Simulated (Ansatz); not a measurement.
## TiO$_{2}$: single-point calculation (part 1 of 2)

System: TiO$_{2}$ (slab, 24 atoms in the cell).
Method: DFT PBE+D3(BJ), scalar-relativistic, plane waves, PAW, no spin polarisation (Ansatz 0.2.0).

The structure derives from an entry of the Crystallography Open Database. It belongs to a series of runs on one base structure; here: the slab at its places in the relaxed adsorbed structure. Figures and captions count atoms from 1; the log counts them from 0 in places.

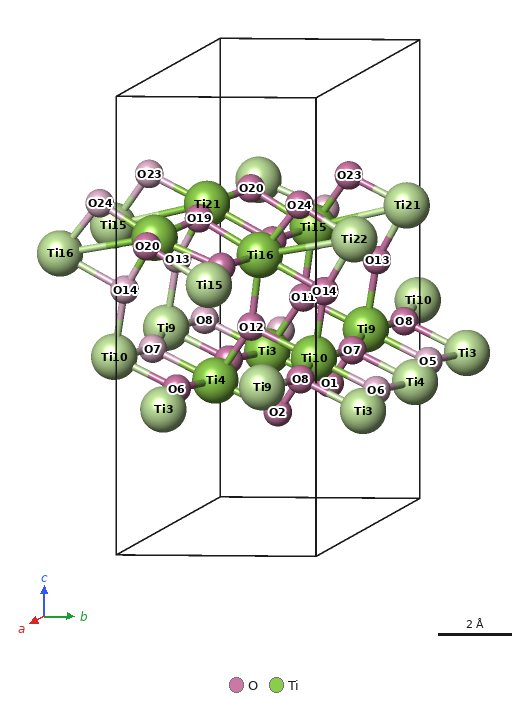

Figure 1. The input geometry (ball-and-stick view of the cell of the calculation, with the vacuum cut short, seen slightly off an axis; neighbours outside the cell are drawn fainter; atoms are numbered from 1 in the order of the input).

Summary

```csv
quantity,value
outcome,converged
electrons treated,192
free energy,−29109.5518 eV
"work function, top face",5.84 eV
"work function, bottom face",5.67 eV
Fermi energy,−1.754 eV
gap on the k-point mesh,2.10 eV
work function (upper face),5.84 eV
largest force (length of the vector),4.541 eV/Å
hardware,"8 threads of Intel Xeon @ 2.50GHz (Skylake/Cascade Lake), 192 GiB of memory available, shared host"
wall time,13 s (CPU time 92 s)
peak memory,2.1 GiB
```

The input
```yaml
crystal:
  lattice:
    - [7.5747420722, 0.0, 0.0]
    - [-1.8936855181, 5.1466543507, 0.0]
    - [0.0, 0.0, 25.2243571371]
  atoms:
    - { symbol: O, position: [0.1576574043, 0.6306296174, 0.3171537715] }
    - { symbol: O, position: [0.6576574043, 0.6306296174, 0.3171537715] }
    - { symbol: Ti, position: [0.067691746, 0.270766984, 0.3462082272] }
    - { symbol: Ti, position: [0.567691746, 0.270766984, 0.3462082272] }
    - { symbol: O, position: [0.2995803408, 0.1983213634, 0.3520573148] }
    - { symbol: O, position: [0.7995803408, 0.1983213634, 0.3520573148] }
    - { symbol: O, position: [0.4777260876, 0.9109043506, 0.3752626829] }
    - { symbol: O, position: [0.9777260876, 0.9109043506, 0.3752626829] }
    - { symbol: Ti, position: [0.2096146825, 0.83845873, 0.3811117705] }
    - { symbol: Ti, position: [0.7096146825, 0.83845873, 0.3811117705] }
    - { symbol: O, position: [0.1196490241, 0.4785960966, 0.4101662261] }
    - { symbol: O, position: [0.6196490241, 0.4785960966, 0.4101662261] }
    - { symbol: O, position: [0.2222947795, 0.9001607733, 0.4593498404] }
    - { symbol: O, position: [0.7272793156, 0.8994186939, 0.4573568634] }
    - { symbol: Ti, position: [0.1342307905, 0.5334310045, 0.4901055326] }
    - { symbol: Ti, position: [0.6294050201, 0.5256158399, 0.4908301131] }
    - { symbol: O, position: [0.3618562085, 0.4498545886, 0.489579451] }
    - { symbol: O, position: [0.8642866879, 0.4548547281, 0.492635279] }
    - { symbol: O, position: [0.5469350891, 0.1781530667, 0.5258027808] }
    - { symbol: O, position: [0.0410266863, 0.1748195202, 0.5264254864] }
    - { symbol: Ti, position: [0.2673210591, 0.0730679564, 0.523619127] }
    - { symbol: Ti, position: [0.769001588, 0.0717015228, 0.5182900267] }
    - { symbol: O, position: [0.1957473164, 0.7465209941, 0.5519319863] }
    - { symbol: O, position: [0.6788880205, 0.750033135, 0.5504395196] }
basis:
  ecutwfc: 420
kpoints:
  mp_grid: { grid: [2, 3, 1] }
hamiltonian:
  xc: pbe
  dispersion: d3bj
scf:
  occupations: { method: gaussian, width: 0.05 }
output:
  forces: true
  eigenvalues: true
  write_density: true
  volumetric_format: npy
efield:
  axis: 3
  dipole_correction: true
  ramp_width: 0.04
```

Launched with:
```bash
ansatz run input.yaml --threads 8 --pin off --max-ram 20480MiB --backend cpu --events-out ev --progress --plain --runs-dir out
```

Log
```
Engine: ansatz 0.2.0, x86_64-unknown-linux-gnu
Pseudopotentials: kind: paw
Pseudopotential: O, paw, valence charge 6, recommended cutoff 420 eV (normal), O.paw.azcp
Pseudopotential: Ti, paw, valence charge 12, recommended cutoff 420 eV (normal), Ti.paw.azcp
Functional definition: PBE
  parameter kappa = 0.804
  parameter beta = 0.06672455060314922
  exchange = pbe_x(kappa = kappa, mu = beta*pi^2/3)
  correlation = pbe_c(beta = beta)
Crystal: 24 atoms, lattice volume = 983.361 Å³
Basis set: ecut = 420 eV, 19189 PW (Γ), exchange–correlation on 108×80×360 points (8 copies of the dense FFT grid, shifted against one another)
Bands: 120, of which v1, the nominal top of the filled ones, is band 96 counted from 1 (95 counted from 0)
Symmetry: 1 space group operations
Space group: P1 (ITA 1), of the structure as read, at distance tolerance 9.9e-5 Å
k-points: 4 of 6 (time reversal used)
Non-local potential: O, projectors of the file, l = 0: 2, l = 1: 2, l = 2: 1
Non-local potential: Ti, projectors of the file, l = 0: 3, l = 1: 2, l = 2: 3, l = 3: 1
PAW form: soft (Blöchl's): semilocal exchange-correlation on the pseudo side does not see the compensation charge
PAW one-centre angular grid: O, 110 points (default); XC on 64 Gauss nodes
PAW one-centre angular grid: Ti, 590 points (default); XC on 64 Gauss nodes
Initial density: superposition of atomic densities (neutral atoms: chi_scale 0, normalization atom), corrected by the library's trained network
Initial wavefunctions: pseudopotential atomic-orbital guess
Functional: x = pbe(κ = 0.804, μ = 0.2195149727645171), c = pbe(β = 0.06672455060314922)
SCF iter   1: F=—  HF=-29109.537216 eV  |F-HF|=—  |Δ(HF+E_count)|=         —  Δρ=2.85e-3  dr2=7.27e-2  ethr=1.77e-3  p=-0.027 e·Å  D=-4.96e-3 V/Å  ΔV_dip=0.13 eV  dr2_dipole=7.61e-4  V_vac-E_F(+/−)=5.80/5.68 eV  ⟨swp⟩=6.5  Hψ=1911  notcnv=0
efield: sawtooth ramp at fractional position 0.9145 (placed from the atoms, in the widest stretch of the axis that holds none; the zero of the levels goes with the place), width 0.0400; the density the first Hamiltonian is built on has a dipole p = -0.027 e·Å; the dipole correction subtracts the counter field D = -4.96e-3 V/Å, which shifts the + side's vacuum level by +0.13 eV against the − side's; the planar-averaged density in the ramp window peaks in size at 4.6e-6 e/Å³
preconditioner: auto → Resta (q_TF=auto, 2.078 Å⁻¹)  ε∞=3.1  [insulator: Δε(μ)=2.070 eV  Ē_g=9.298 eV  σ=0.050 eV  W_gap=1.00  n_scr=152 (ndim 8)  ℏωp=13.4 eV  f_vac=0.685  D(μ)=0.00/eV (n_scr^D=0)  ε∞_Penn≈3.1  vacuum switching on, ρ_ref=6.3e-3 e/Å³]
SCF iter   2: F=—  HF=-29109.554389 eV  |F-HF|=—  |Δ(HF+E_count)|=   1.72e-2  Δρ=2.40e-3  dr2=5.88e-2  ethr=3.79e-5  p=-0.042 e·Å  D=-7.72e-3 V/Å  ΔV_dip=0.19 eV  dr2_dipole=9.47e-4  V_vac-E_F(+/−)=5.86/5.67 eV  ⟨swp⟩=2.0  Hψ=827  notcnv=0  defer=67
SCF iter   3: F=—  HF=-29109.547875 eV  |F-HF|=—  |Δ(HF+E_count)|=   6.51e-3  Δρ=9.79e-4  dr2=5.15e-3  ethr=3.06e-5  p=-0.032 e·Å  D=-5.90e-3 V/Å  ΔV_dip=0.15 eV  dr2_dipole=5.63e-5  V_vac-E_F(+/−)=5.82/5.67 eV  ⟨swp⟩=2.2  Hψ=641  notcnv=0  defer=67
SCF iter   4: F=—  HF=-29109.551244 eV  |F-HF|=—  |Δ(HF+E_count)|=   3.37e-3  Δρ=6.41e-4  dr2=4.13e-3  ethr=2.68e-6  p=-0.035 e·Å  D=-6.44e-3 V/Å  ΔV_dip=0.16 eV  dr2_dipole=7.79e-6  V_vac-E_F(+/−)=5.83/5.67 eV  ⟨swp⟩=2.0  Hψ=659  notcnv=0  defer=67
SCF iter   5: F=—  HF=-29109.551166 eV  |F-HF|=—  |Δ(HF+E_count)|=   7.81e-5  Δρ=1.17e-4  dr2=9.42e-5  ethr=2.15e-6  p=-0.034 e·Å  D=-6.33e-3 V/Å  ΔV_dip=0.16 eV  dr2_dipole=2.24e-8  V_vac-E_F(+/−)=5.83/5.67 eV  ⟨swp⟩=2.0  Hψ=612  notcnv=0  defer=67
SCF iter   6: F=—  HF=-29109.551747 eV  |F-HF|=—  |Δ(HF+E_count)|=   5.81e-4  Δρ=6.86e-5  dr2=3.15e-5  ethr=4.90e-8  p=-0.035 e·Å  D=-6.35e-3 V/Å  ΔV_dip=0.16 eV  dr2_dipole=4.11e-8  V_vac-E_F(+/−)=5.83/5.67 eV  ⟨swp⟩=2.2  Hψ=771  notcnv=0  defer=35
SCF iter   7: F=—  HF=-29109.551766 eV  |F-HF|=—  |Δ(HF+E_count)|=   1.83e-5  Δρ=3.38e-5  dr2=9.86e-6  ethr=1.64e-8  p=-0.035 e·Å  D=-6.38e-3 V/Å  ΔV_dip=0.16 eV  dr2_dipole=3.73e-8  V_vac-E_F(+/−)=5.83/5.67 eV  ⟨swp⟩=2.0  Hψ=596  notcnv=0  defer=35
SCF iter   8: F=—  HF=-29109.551770 eV  |F-HF|=—  |Δ(HF+E_count)|=   4.85e-6  Δρ=1.52e-5  dr2=2.00e-6  ethr=5.14e-9  p=-0.035 e·Å  D=-6.41e-3 V/Å  ΔV_dip=0.16 eV  dr2_dipole=1.50e-9  V_vac-E_F(+/−)=5.84/5.67 eV  ⟨swp⟩=2.0  Hψ=600  notcnv=0  defer=35
SCF iter   9: F=—  HF=-29109.551771 eV  |F-HF|=—  |Δ(HF+E_count)|=   5.41e-7  Δρ=6.98e-6  dr2=4.24e-7  ethr=1.04e-9  p=-0.035 e·Å  D=-6.41e-3 V/Å  ΔV_dip=0.16 eV  dr2_dipole=1.40e-8  V_vac-E_F(+/−)=5.84/5.67 eV  ⟨swp⟩=2.0  Hψ=619  notcnv=0  defer=35
SCF iter  10: F=-29109.551772 eV  HF=-29109.551772 eV  |F-HF|=6.14e-8  |Δ(HF+E_count)|=   6.34e-7  Δρ=2.81e-6  dr2=8.49e-8  ethr=5.21e-11  p=-0.035 e·Å  D=-6.42e-3 V/Å  ΔV_dip=0.16 eV  dr2_dipole=1.99e-10  V_vac-E_F(+/−)=5.84/5.67 eV  ⟨swp⟩=12.8  Hψ=2165  notcnv=0
SCF 1 converged in 10 iterations: F = -29109.551772 eV  dr2 = 8.49e-8
  greatest PAW one-centre occupation: 0.999 electrons in one spin orbital (limit 2), on the Ti atom at site 9 (counted from 0), in its partial waves of l = 0
```

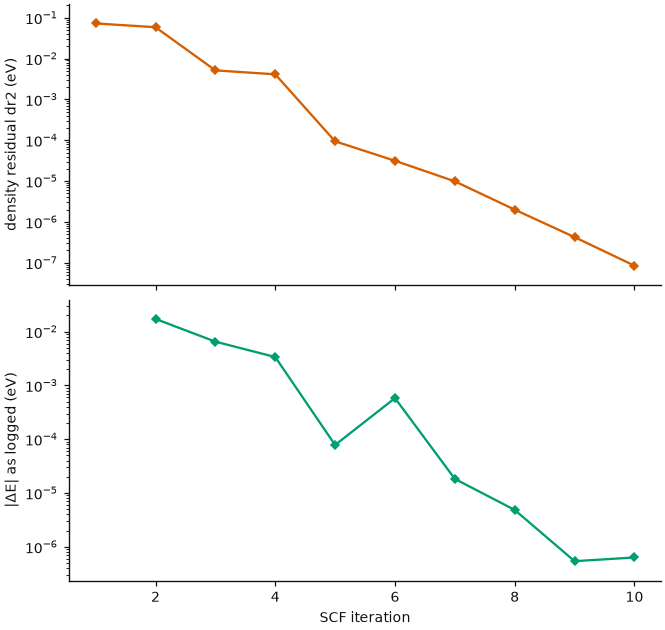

Figure 2. Convergence of the self-consistent field: density residual dr2 and size of the energy change against the SCF iteration. The residual falls at every step.

```
SCF converged after 10 iterations
Free energy (F): -29109.551772 eV
Harris-Foulkes:  -29109.551772 eV  (|F-HF|=6.14e-8)
Internal energy: -29109.551772 eV  (E = F + TS)
E sigma→0 (E₀):  -29109.551772 eV
Fermi energy:    -1.754102 eV
Dipole field:    D = -0.006415 V/Å  (p = -0.034859 e·Å, saw-weighted, corrected)
Work function:   Φ+ = 5.8356 eV   Φ− = 5.6738 eV
Levels:          The Fermi level and band energies are counted from a zero that moves with the ramp; work functions are not
--- Per-component energies (eV) ---
  E_band       = -3771.650247
  E_kinetic    = 4963.605764
  E_local      = -206624.122403  (includes V_loc(G=0)·N_el)
  E_nonlocal   = 790.809947
  E_hartree    = 100742.555460
  E_xc         = -1962.064300
  E_vxc        = -2483.551618  (∫ρ·V_xc dr)
  E_paw        = -10887.374260  (= ΣΔE_a)
  E_vpaw       = -1903.532967  (= ΣTr[D̂ρ^β])
  E_aug_tail   = 0.040090  (compensation charges beyond the density's cutoff)
  E_efield     = 0.000112  (sawtooth field / dipole correction)
  E_vefield    = 0.012261  (∫n·V_field dr)
  E_ewald      = 83870.745995
  E_disp       = -3.748176  (pairwise vdW)
  E_smearing   = -0.000000  (= −TS)
  E_closure    = 0.000000  (closes the sum)
  Σ components = -29109.551772   (vs F -29109.551772, Δ=0.00e0)
--- Forces (eV/Å), atoms counted from 1 ---
  atom   1  O     -0.00151806    -1.52106795     1.12855971
  atom   2  O      0.00271864    -1.60981409     1.07144619
  atom   3  Ti    -0.00510488     3.95808973     2.00680459
  atom   4  Ti     0.00324115     4.06359760     2.02675527
  atom   5  O     -0.02286825     0.19264624    -1.08381189
  atom   6  O      0.02376501     0.22118509    -1.09693158
  atom   7  O     -0.05492874     0.32171079     0.08816194
  atom   8  O      0.05444173     0.35618911     0.00981751
  atom   9  Ti    -0.02101303    -2.08634728    -1.79782743
  atom  10  Ti     0.01673844    -2.20253540    -2.22822306
  atom  11  O     -0.04190540    -0.79524482    -0.10077352
  atom  12  O      0.04165627    -0.89380336    -0.13099828
  atom  13  O      0.00983693     0.21745290     0.43792267
  atom  14  O      0.00850085     0.00401573    -0.15258459
  atom  15  Ti    -0.05544251     0.05090712     0.41076287
  atom  16  Ti     0.05727579     0.29343152     0.51612764
  atom  17  O     -0.09082811    -0.17861844     0.34708570
  atom  18  O      0.08077612     0.03975238    -0.06211373
  atom  19  O     -0.49579832    -0.02201064     0.23411468
  atom  20  O      0.53497728     0.01384031     0.26584093
  atom  21  Ti     0.03601017    -0.95852912    -1.46093091
  atom  22  Ti    -0.05886580    -0.33879652     0.26446292
  atom  23  O     -0.14466809     0.62282072    -0.23704027
  atom  24  O      0.12300109     0.25108625    -0.45664397
  max |Σ_I F_I| component: 4.21e-5 eV/Å
--- Band table (eV) ---
```
